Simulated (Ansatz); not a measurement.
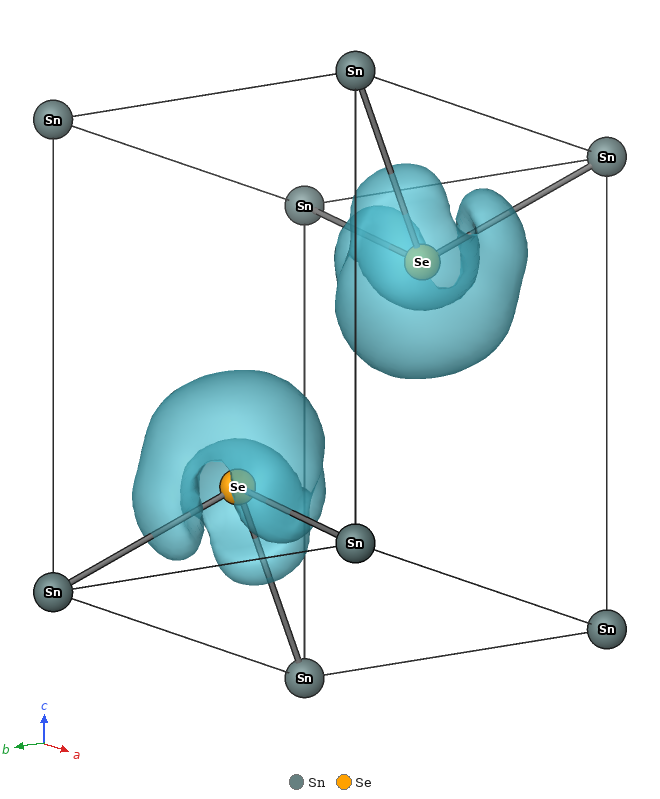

Figure 1: SnSe$_{2}$. Isosurface of the electron localisation function at 0.75 (cyan), seen at an oblique angle. Core shells and regions of very low density are left out. Sticks mark near contacts.

Space group P-3m1.

Level of theory: Ansatz, Kohn-Sham DFT of a periodic cell, r2SCAN50, Ansatz PAW.

Core electrons are frozen (PAW), and the valence fields are smoothed inside the atomic spheres.

> Describe the localisation domains.

At this value the surface marks out two regions wrapped around Se (the valence shell of each), counted in one cell of 3 atoms. Regions shared between cells count once. Along the contacts the grid gives the following. Sn–Se (2.68 Å): the ELF is about 0.65 at the midpoint.

> Does the calculation give a band gap?

It is gapped, with a Kohn–Sham gap of 3.7 eV on the k-point mesh, an upper bound to the gap of this method.
